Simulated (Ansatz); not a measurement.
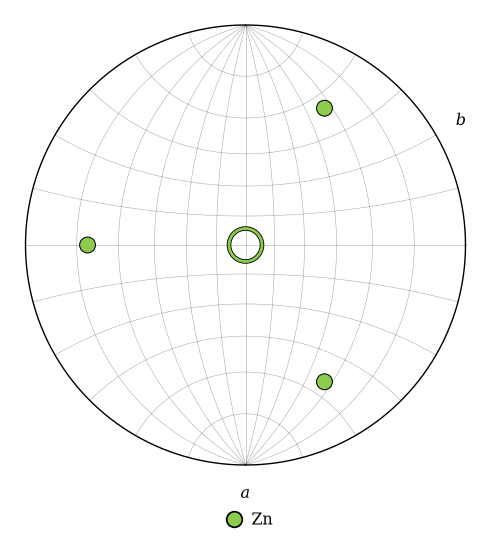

Directions from one oxygen atom at (2/3, 1/3, 0.379) to its bonded neighbours, in stereographic projection down c (filled: above the plane of the page or in it, open: below). Crystal: ZnO, the end point of a relaxation with DFT, PBEsol, plane waves, PAW in Ansatz. Symmetry computed with spglib at a tolerance of 0.002 Å; standard conventional cell.

Neighbours are counted up to 2.29 Å for Zn.

```
Zn O
1.0
     3.23071    0.00000    0.00000
    -1.61535    2.79787    0.00000
     0.00000    0.00000    5.21257
Zn O
2 2
Direct
  0.33333 0.66667 0.49990
  0.66667 0.33333 0.99990
  0.66667 0.33333 0.37911
  0.33333 0.66667 0.87911
```

How many neighbours are there, and at what angles?

Answer. 4: 3 Zn at 1.97 Å, 1 Zn at 1.98 Å. Angles between bonds: 109° (3×), 110° (3×).

What is the site's symmetry in the crystal?

Answer. Point group 3m (C3v), order 6: one threefold axis, three mirror planes. In P6₃mc (No. 186) this is Wyckoff position 2b.
